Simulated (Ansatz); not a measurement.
# Two runs on AlN

System: AlN (P6₃mc, 4 atoms in the cell).
Method of run A: Kohn-Sham DFT of a periodic cell, RPBE with D3(BJ), Ansatz PAW, no spin polarisation (Ansatz 0.2.0).

The structure derives from an entry of the Crystallography Open Database. Text and figures count atoms from 1; the logs count them from 0 in places.

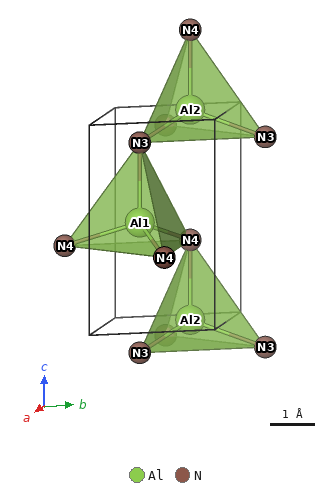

**Figure 1.** The structure as given in the input (polyhedral view of the cell of the calculation, seen slightly off an axis; polyhedra are completed across the faces of the cell; atoms are numbered from 1 in the order of the input).

Input, run A:
```yaml
crystal:
  lattice:
    - [3.0494515564, 0.0, 0.0]
    - [-1.5247257782, 2.6409025155, 0.0]
    - [0.0, 0.0, 4.8793184075]
  atoms:
    - { symbol: Al, position: [0.6666666667, 0.3333333333, 0.5] }
    - { symbol: Al, position: [0.3333333333, 0.6666666667, 0.0] }
    - { symbol: "N", position: [0.6666666667, 0.3333333333, 0.88] }
    - { symbol: "N", position: [0.3333333333, 0.6666666667, 0.38] }
hamiltonian:
  xc: rpbe
  pseudopotentials: { kind: paw }
  dispersion: d3bj
kpoints:
  mp_grid: { grid: [10, 10, 6] }
scf:
  occupations: { method: fermi_dirac, width: 0.05 }
output:
  forces: true
  stress: true
  eigenvalues: true
```

Command:
```bash
ansatz run input.yaml --threads 2 --pin off --max-ram 5120MiB --backend cpu --events-out ev --progress --plain --runs-dir out
```

Hardware: 2 threads of Intel Xeon (Granite Rapids), 96 GiB of memory available, shared host.

Output, shortened to warnings, some set-up lines, iterations and results (run A):
```
Basis set: ecut = 420 eV, 761 PW (Γ), exchange–correlation on 48×48×72 points (8 copies of the dense FFT grid, shifted against one another)
Symmetry: 12 space group operations
k-points: 56 of 600 (time reversal used)
Initial density: superposition of atomic densities (neutral atoms: chi_scale 0, normalization atom), corrected by the library's trained network
[...]
SCF iter   1: F=—  HF=-1861.846233 eV  |F-HF|=—  |Δ(HF+E_count)|=         —  Δρ=2.45e-3  dr2=1.25e-3  ethr=1.77e-3  ⟨swp⟩=5.6  Hψ=4403  notcnv=0
SCF iter   2: F=—  HF=-1861.846310 eV  |F-HF|=—  |Δ(HF+E_count)|=   7.80e-5  Δρ=1.26e-3  dr2=2.54e-4  ethr=7.80e-6  ⟨swp⟩=2.0  Hψ=1357  notcnv=0
SCF iter   3: F=—  HF=-1861.846356 eV  |F-HF|=—  |Δ(HF+E_count)|=   4.56e-5  Δρ=1.19e-4  dr2=5.32e-6  ethr=1.59e-6  ⟨swp⟩=2.0  Hψ=1104  notcnv=0
SCF iter   4: F=—  HF=-1861.846122 eV  |F-HF|=—  |Δ(HF+E_count)|=   2.34e-4  Δρ=1.81e-5  dr2=6.48e-8  ethr=6.25e-10  ⟨swp⟩=3.6  Hψ=3268  notcnv=0
SCF iter   5: F=-1861.846122 eV  HF=-1861.846122 eV  |F-HF|=5.89e-9  |Δ(HF+E_count)|=   1.40e-7  Δρ=4.10e-6  dr2=3.49e-9  ethr=4.05e-10  ⟨swp⟩=2.0  Hψ=1097  notcnv=0
SCF iter   6: F=-1861.846122 eV  HF=-1861.846122 eV  |F-HF|=6.98e-11  |Δ(HF+E_count)|=   6.80e-9  Δρ=3.76e-7  dr2=2.59e-11  ethr=2.18e-11  ⟨swp⟩=1.4  Hψ=2054  notcnv=0
SCF 1 converged in 6 iterations: F = -1861.846122 eV  dr2 = 2.59e-11
SCF converged after 6 iterations
Free energy (F): -1861.846122 eV
Harris-Foulkes:  -1861.846122 eV  (|F-HF|=6.98e-11)
Internal energy: -1861.846122 eV  (E = F + TS)
E sigma→0 (E₀):  -1861.846122 eV
Fermi energy:    10.346171 eV
--- Per-component energies (eV) ---
  E_band       = 40.940087
  E_kinetic    = 325.098457
  E_local      = -435.643247  (includes V_loc(G=0)·N_el)
  E_nonlocal   = 109.959613
  E_hartree    = 152.859775
  E_xc         = -206.081225
  E_vxc        = -218.274879  (∫ρ·V_xc dr)
  E_paw        = -1199.124176  (= ΣΔE_a)
  E_vpaw       = -45.919614  (= ΣTr[D̂ρ^β])
  E_aug_tail   = 0.000197  (compensation charges beyond the density's cutoff)
  E_ewald      = -603.993120
  E_disp       = -4.851292  (pairwise vdW)
  E_core_change = -0.071104  (= ΣΔE_core)
  E_smearing   = -0.000000  (= −TS)
  E_closure    = 0.000000  (closes the sum)
  Σ components = -1861.846122   (vs F -1861.846122, Δ=0.00e0)
--- Forces (eV/Å), atoms counted from 1 ---
  atom   1  Al    -0.00000000    -0.00000000    -0.20128225
  atom   2  Al    -0.00000000     0.00000000    -0.20128225
  atom   3  N      0.00000000     0.00000000     0.20125231
  atom   4  N      0.00000000    -0.00000000     0.20125231
  max |Σ_I F_I| component: 5.99e-5 eV/Å
--- Stress (GPa, compression-positive) ---
       -1.588287       0.000000       0.000000
        0.000000      -1.588287       0.000000
        0.000000       0.000000      -0.788046
  P = ⅓ Tr σ = -1.3215 GPa (-13.215 kbar)
```

For run B the input was changed thus:
```diff
-    - [3.0494515564, 0.0, 0.0]
-    - [-1.5247257782, 2.6409025155, 0.0]
-    - [0.0, 0.0, 4.8793184075]
+    - [3.1539652241, 0.0, 0.0]
+    - [-1.576982612, 2.7314140067, 0.0]
+    - [0.0, 0.0, 5.0465469904]
```

How does run B compare with run A?

With the same functional and potentials, run B lies 74.7 meV per atom higher. The gap on the mesh goes from 4.79 to 3.91 eV. The pressure goes from −1.32 to −19.95 GPa. The largest force goes from 0.201 to 0.124 eV/Å. The volume per atom goes from 9.82 to 10.87 Å³. The number of SCF iterations is the same. The plane waves at Γ go from 761 to 845.

Output, shortened to warnings, some set-up lines, iterations and results (run B):
```
Basis set: ecut = 420 eV, 845 PW (Γ), exchange–correlation on 48×48×72 points (8 copies of the dense FFT grid, shifted against one another)
Symmetry: 12 space group operations
k-points: 56 of 600 (time reversal used)
Initial density: superposition of atomic densities (neutral atoms: chi_scale 0, normalization atom), corrected by the library's trained network
[...]
SCF iter   1: F=—  HF=-1861.547957 eV  |F-HF|=—  |Δ(HF+E_count)|=         —  Δρ=2.58e-3  dr2=2.12e-3  ethr=1.77e-3  ⟨swp⟩=5.5  Hψ=4335  notcnv=0
SCF iter   2: F=—  HF=-1861.547696 eV  |F-HF|=—  |Δ(HF+E_count)|=   2.61e-4  Δρ=1.30e-3  dr2=3.52e-4  ethr=1.32e-5  ⟨swp⟩=2.1  Hψ=1458  notcnv=0
SCF iter   3: F=—  HF=-1861.547680 eV  |F-HF|=—  |Δ(HF+E_count)|=   1.62e-5  Δρ=1.53e-4  dr2=1.05e-5  ethr=2.20e-6  ⟨swp⟩=2.0  Hψ=1051  notcnv=0
SCF iter   4: F=—  HF=-1861.547342 eV  |F-HF|=—  |Δ(HF+E_count)|=   3.38e-4  Δρ=1.87e-5  dr2=8.27e-8  ethr=6.25e-10  ⟨swp⟩=3.8  Hψ=3458  notcnv=0
SCF iter   5: F=-1861.547342 eV  HF=-1861.547342 eV  |F-HF|=6.20e-9  |Δ(HF+E_count)|=   2.23e-7  Δρ=4.05e-6  dr2=4.45e-9  ethr=5.17e-10  ⟨swp⟩=2.0  Hψ=1110  notcnv=0
SCF iter   6: F=-1861.547342 eV  HF=-1861.547342 eV  |F-HF|=1.03e-10  |Δ(HF+E_count)|=   7.45e-9  Δρ=4.26e-7  dr2=3.76e-11  ethr=2.78e-11  ⟨swp⟩=1.6  Hψ=2049  notcnv=0
SCF 1 converged in 6 iterations: F = -1861.547342 eV  dr2 = 3.76e-11
SCF converged after 6 iterations
Free energy (F): -1861.547342 eV
Harris-Foulkes:  -1861.547342 eV  (|F-HF|=1.03e-10)
Internal energy: -1861.547342 eV  (E = F + TS)
E sigma→0 (E₀):  -1861.547342 eV
Fermi energy:    8.821743 eV
--- Per-component energies (eV) ---
  E_band       = 26.899900
  E_kinetic    = 315.990615
  E_local      = -454.202289  (includes V_loc(G=0)·N_el)
  E_nonlocal   = 108.031321
  E_hartree    = 158.214714
  E_xc         = -203.495396
  E_vxc        = -214.871559  (∫ρ·V_xc dr)
  E_paw        = -1197.745640  (= ΣΔE_a)
  E_vpaw       = -44.477836  (= ΣTr[D̂ρ^β])
  E_aug_tail   = 0.000199  (compensation charges beyond the density's cutoff)
  E_ewald      = -583.978462
  E_disp       = -4.291300  (pairwise vdW)
  E_core_change = -0.071104  (= ΣΔE_core)
  E_smearing   = -0.000000  (= −TS)
  E_closure    = 0.000000  (closes the sum)
  Σ components = -1861.547342   (vs F -1861.547342, Δ=0.00e0)
--- Forces (eV/Å), atoms counted from 1 ---
  atom   1  Al     0.00000000     0.00000000    -0.12410169
  atom   2  Al    -0.00000000    -0.00000000    -0.12410169
  atom   3  N      0.00000000    -0.00000000     0.12408842
  atom   4  N      0.00000000     0.00000000     0.12408842
  max |Σ_I F_I| component: 2.66e-5 eV/Å
--- Stress (GPa, compression-positive) ---
      -20.394710       0.000000      -0.000000
        0.000000     -20.394710      -0.000000
       -0.000000      -0.000000     -19.068149
  P = ⅓ Tr σ = -19.9525 GPa (-199.525 kbar)
```

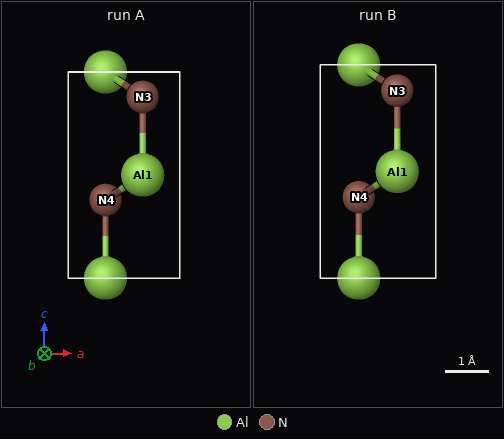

**Figure 2.** The two input geometries at one scale (ball-and-stick view of the cell of the calculation, along the b axis). No atom moves by more than 0.005 Å relative to the cell. The drawn cell changes as follows: a = b 3.049 → 3.154 Å (+3.4 %), c 4.879 → 5.047 Å (+3.4 %); the volume changes by +10.6 %. Among the contacts that change: Al–N 1.855 → 1.919 Å.

The two runs side by side:

| quantity | run A | run B |
| --- | --- | --- |
| outcome | converged | converged |
| free energy per atom (eV) | −465.4615 | −465.3868 |
| gap on the mesh (eV) | 4.79 | 3.91 |
| pressure (GPa) | −1.32 | −19.95 |
| volume per atom (Å³) | 9.82 | 10.87 |
| largest force (eV/Å) | 0.201 | 0.124 |
| SCF iterations | 6 | 6 |
| irreducible k-points | 56 | 56 |
| plane waves at Γ | 761 | 845 |
| wall time (shared host) | 0.79 s | 0.86 s |

For both runs: Points of doubt noted for this run: forces on files of another functional. For run B: The cell is under a tension of 20.0 GPa at this level, so it is not at its equilibrium volume.
